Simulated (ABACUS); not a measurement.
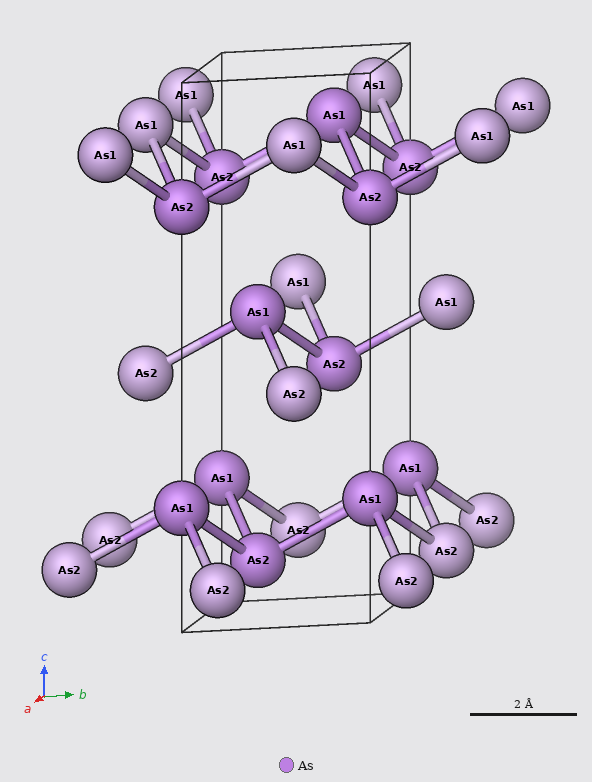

Figure 1. The structure (ball-and-stick view of the cell 3 times as large as that of the calculation, set on its symmetry axes, seen slightly off an axis; neighbours outside the cell are drawn fainter; atoms are numbered from 1 in the order of the input). Near neighbours in the crystal (not all of them lie inside the picture): As has 3 As at 2.51 Å.

## Band-structure run of As (part 1 of 3)

- system: As (R-3m, 2 atoms in the cell)
- method: Kohn-Sham DFT of a periodic cell, PBE, spin-orbit coupling, PseudoDojo NC FR 0.4 PBE stringent, no spin polarisation (ABACUS 3.10.1)

The structure derives from an entry of the Crystallography Open Database.

**The program's output**
```
ABACUS v3.10.1

               Atomic-orbital Based Ab-initio Computation at UStc

 ------------------------------------------------------------------------------------

 READING GENERAL INFORMATION
                           global_out_dir = OUT.As/
                           global_in_card = INPUT
                               pseudo_dir = ./
                              orbital_dir = ./
                                    DSIZE = 4
                                    GSIZE = 1

 READING UNITCELL INFORMATION
                                    ntype = 1
                  lattice constant (Bohr) = 1.88973
              lattice constant (Angstrom) = 1

 READING ATOM TYPE 1
                               atom label = As
                      L=0, number of zeta = 3
                      L=1, number of zeta = 3
                      L=2, number of zeta = 2
             number of atom for this type = 2
               magnetization of element 1 = [ 0, 0, 0 ]

                        TOTAL ATOM NUMBER = 2
DIRECT COORDINATES
    atom                   x                   y                   z     mag                  vx                  vy                  vz
taud_As1            0.2260000000        0.2260000000        0.2260000000  0.0000        0.0000000000        0.0000000000        0.0000000000
taud_As2            0.7740000000        0.7740000000        0.7740000000  0.0000        0.0000000000        0.0000000000        0.0000000000

                          Volume (Bohr^3) = 290.59
                             Volume (A^3) = 43.0609

 Lattice vectors: (Cartesian coordinate: in unit of a_0)
              +1.8808            +1.08588            +3.51406
              -1.8808            +1.08588            +3.51406
                   +0            -2.17176            +3.51406
 Reciprocal vectors: (Cartesian coordinate: in unit of 2 pi/a_0)
            +0.265845           +0.153486           +0.094857
            -0.265845           +0.153486           +0.094857
                   +0           -0.306971           +0.094857
 The esolver type has been set to : ksdft_lcao

                PAO radial cut off (Bohr) = 10

 Read in pseudopotential file is As.upf
                     pseudopotential type = NC
          exchange-correlation functional = PBE
                 nonlocal core correction = 1
                        valence electrons = 23
                                     lmax = 2
                           number of zeta = 8
                     number of projectors = 10
                           L of projector = 0
                           L of projector = 0
                           L of projector = 1
                           L of projector = 1
                           L of projector = 1
                           L of projector = 1
                           L of projector = 2
                           L of projector = 2
                           L of projector = 2
                           L of projector = 2
     initial pseudo atomic orbital number = 52

 SETUP THE ELECTRONS NUMBER
            electron number of element As = 23
      total electron number of element As = 46
            AUTOSET number of electrons:  = 46
                           occupied bands = 46
                                   NLOCAL = 88
                                   NBANDS = 68
                                   NBANDS = 68
                                   NLOCAL = 88

%%%%%%%%%%%%%%%%%%%%%%%%%%%%%%%%%%%%%%%%%%%%%%%%%%%%%%%%%%%%%%%%%%%%%%%%%%%%%%%%%%%%%%%%%%%%%%%%%%%%%%%%%%
 Warning: the number of valence electrons in pseudopotential > 5 for As: [Ar] 3d10 4s2 4p3
 Pseudopotentials with additional electrons can yield (more) accurate outcomes, but may be less efficient.
 If you're confident that your chosen pseudopotential is appropriate, you can safely ignore this warning.
%%%%%%%%%%%%%%%%%%%%%%%%%%%%%%%%%%%%%%%%%%%%%%%%%%%%%%%%%%%%%%%%%%%%%%%%%%%%%%%%%%%%%%%%%%%%%%%%%%%%%%%%%%

 SETUP THE PLANE WAVE BASIS
 energy cutoff for charge/potential (unit:Ry) = 420
            fft grid for charge/potential = [ 54, 54, 54 ]
                        fft grid division = [ 2, 2, 2 ]
        big fft grid for charge/potential = [ 27, 27, 27 ]
                                     nbxx = 5103
                                     nrxx = 40824

 SETUP PLANE WAVES FOR CHARGE/POTENTIAL
                    number of plane waves = 42319
                         number of sticks = 1659

 PARALLEL PW FOR CHARGE/POTENTIAL
     PROC   COLUMNS(POT)             PW
        1            415          10581
        2            414          10578
        3            415          10580
        4            415          10580
 --------------- sum -------------------
        4           1659          42319
                            number of |g| = 2861
                                  max |g| = 37.9857
                                  min |g| = 0.0809806

----------- Double Check Mixing Parameters Begin ------------
mixing_type: broyden
mixing_beta: 0.4
mixing_gg0: 1
mixing_gg0_min: 0.1
mixing_beta_mag: 1.6
mixing_gg0_mag: 0
mixing_ndim: 8
----------- Double Check Mixing Parameters End ------------

 SETUP K-POINTS
                                    nspin = 4
                   Input type of k points = Monkhorst-Pack(Gamma)
                                   nkstot = 216
K-POINTS DIRECT COORDINATES
 KPOINTS    DIRECT_X    DIRECT_Y    DIRECT_Z  WEIGHT
       1  0.00000000  0.00000000  0.00000000  0.0046
       2  0.16666667  0.00000000  0.00000000  0.0046
       3  0.33333333  0.00000000  0.00000000  0.0046
       4  0.50000000  0.00000000  0.00000000  0.0046
       5  0.66666667  0.00000000  0.00000000  0.0046
       6  0.83333333  0.00000000  0.00000000  0.0046
       7  0.00000000  0.16666667  0.00000000  0.0046
       8  0.16666667  0.16666667  0.00000000  0.0046
       9  0.33333333  0.16666667  0.00000000  0.0046
      10  0.50000000  0.16666667  0.00000000  0.0046
      11  0.66666667  0.16666667  0.00000000  0.0046
      12  0.83333333  0.16666667  0.00000000  0.0046
      13  0.00000000  0.33333333  0.00000000  0.0046
      14  0.16666667  0.33333333  0.00000000  0.0046
      15  0.33333333  0.33333333  0.00000000  0.0046
      16  0.50000000  0.33333333  0.00000000  0.0046
      17  0.66666667  0.33333333  0.00000000  0.0046
      18  0.83333333  0.33333333  0.00000000  0.0046
      19  0.00000000  0.50000000  0.00000000  0.0046
      20  0.16666667  0.50000000  0.00000000  0.0046
      21  0.33333333  0.50000000  0.00000000  0.0046
      22  0.50000000  0.50000000  0.00000000  0.0046
      23  0.66666667  0.50000000  0.00000000  0.0046
      24  0.83333333  0.50000000  0.00000000  0.0046
      25  0.00000000  0.66666667  0.00000000  0.0046
      26  0.16666667  0.66666667  0.00000000  0.0046
      27  0.33333333  0.66666667  0.00000000  0.0046
      28  0.50000000  0.66666667  0.00000000  0.0046
      29  0.66666667  0.66666667  0.00000000  0.0046
      30  0.83333333  0.66666667  0.00000000  0.0046
[... 186 further k points ...]

           k-point number in this process = 216
       minimum distributed K point number = 216

[... K-POINTS CARTESIAN COORDINATES: 216 rows ...]

[... K-POINTS DIRECT COORDINATES: 216 rows ...]

 SETUP PLANE WAVES FOR WAVE FUNCTIONS
     energy cutoff for wavefunc (unit:Ry) = 105
              fft grid for wave functions = [ 54, 54, 54 ]
                    number of plane waves = 6935
                         number of sticks = 489

 PARALLEL PW FOR WAVE FUNCTIONS
     PROC   COLUMNS(POT)             PW
        1            122           1733
        2            122           1733
        3            123           1734
        4            122           1735
 --------------- sum -------------------
        4            489           6935

 SET NONLOCAL PSEUDOPOTENTIAL PROJECTORS
 max number of nonlocal projetors among all species is 10

 -------------------------------------------
 SELF-CONSISTENT
 -------------------------------------------

 SETUP SEARCHING RADIUS FOR PROGRAM TO SEARCH ADJACENT ATOMS
                  longest orb rcut (Bohr) = 7
   longest nonlocal projector rcut (Bohr) = 1.62
                     search radius (Bohr) = 17.2
              searching radius is (Bohr)) = 17.2
         searching radius unit is (Bohr)) = 1.89
                         PeriodicBoundary = 1
                        Radius(unit:lat0) = 9.12
                                   glayer = [ 4, 4, 4 ]
                             glayer_minus = [ 3, 3, 3 ]

Find the coordinate range of the input atom(unit:lat0).
                                  min_tau = [ -11.3, -13, -29.2 ]
                                  max_tau = [ 11.3, 13, 39.8 ]
                                BoxNumber = [ 7, 7, 7 ]

 SETUP EXTENDED REAL SPACE GRID FOR GRID INTEGRATION
                          real space grid = [ 54, 54, 54 ]
                 big cell numbers in grid = [ 27, 27, 27 ]
             meshcell numbers in big cell = [ 2, 2, 2 ]
                        extended fft grid = [ 33, 33, 33 ]
                dimension of extened grid = [ 94, 94, 94 ]
                            UnitCellTotal = 125
              Atom number in sub-FFT-grid = 2
    Local orbitals number in sub-FFT-grid = 88
                                ParaV.nnr = 98736
                                 init_chg = atomic

 LCAO ALGORITHM --------------- ION=   1  ELEC=   1--------------------------------
total magnetism (Bohr mag/cell)	-1.34744e-15	1.76783e-16	5.44383e-16
       absolute magnetism (Bohr mag/cell) = 4.4173e-15

 Density error is 0.0143213148598
----------------------------------------------------------
     Energy           Rydberg                 eV
----------------------------------------------------------
 E_KohnSham     -1220.8370655747     -16610.3404214157
 E_Harris       -1220.9668913458     -16612.1067916496
 E_Fermi        0.8829866221         12.0136493183
----------------------------------------------------------

 LCAO ALGORITHM --------------- ION=   1  ELEC=   2--------------------------------
total magnetism (Bohr mag/cell)	-1.37161e-16	1.66184e-16	-8.11407e-16
       absolute magnetism (Bohr mag/cell) = 4.68122e-15

 Density error is 0.00883163076396
----------------------------------------------------------
     Energy           Rydberg                 eV
----------------------------------------------------------
 E_KohnSham     -1220.8369366144     -16610.3386668205
 E_Harris       -1220.8189416434     -16610.0938326792
 E_Fermi        0.8852190994         12.0440237298
----------------------------------------------------------

 LCAO ALGORITHM --------------- ION=   1  ELEC=   3--------------------------------
total magnetism (Bohr mag/cell)	-7.49198e-16	-6.08654e-16	8.73923e-16
       absolute magnetism (Bohr mag/cell) = 4.3634e-15

 Density error is 0.000639683358214
----------------------------------------------------------
     Energy           Rydberg                 eV
----------------------------------------------------------
 E_KohnSham     -1220.8369840777     -16610.3393125916
 E_Harris       -1220.7066190899     -16608.5656059376
 E_Fermi        0.8893853642         12.1007086713
----------------------------------------------------------

 LCAO ALGORITHM --------------- ION=   1  ELEC=   4--------------------------------
total magnetism (Bohr mag/cell)	4.09182e-16	-3.6232e-16	1.51787e-15
       absolute magnetism (Bohr mag/cell) = 3.48136e-15

 Density error is 0.000119283316392
----------------------------------------------------------
     Energy           Rydberg                 eV
----------------------------------------------------------
 E_KohnSham     -1220.8369900424     -16610.3393937456
 E_Harris       -1220.8351903240     -16610.3149073204
 E_Fermi        0.8900759759         12.1101049253
----------------------------------------------------------

 LCAO ALGORITHM --------------- ION=   1  ELEC=   5--------------------------------
total magnetism (Bohr mag/cell)	-1.78243e-16	-1.26819e-17	-7.19528e-16
       absolute magnetism (Bohr mag/cell) = 4.15095e-15

 Density error is 4.748004013e-05
----------------------------------------------------------
     Energy           Rydberg                 eV
----------------------------------------------------------
 E_KohnSham     -1220.8369902344     -16610.3393963588
 E_Harris       -1220.8361114207     -16610.3274394841
 E_Fermi        0.8901210717         12.1107184847
----------------------------------------------------------

 LCAO ALGORITHM --------------- ION=   1  ELEC=   6--------------------------------
total magnetism (Bohr mag/cell)	6.87551e-16	-6.6386e-16	-1.44273e-15
       absolute magnetism (Bohr mag/cell) = 4.07587e-15

 Density error is 8.17150466322e-06
----------------------------------------------------------
     Energy           Rydberg                 eV
```
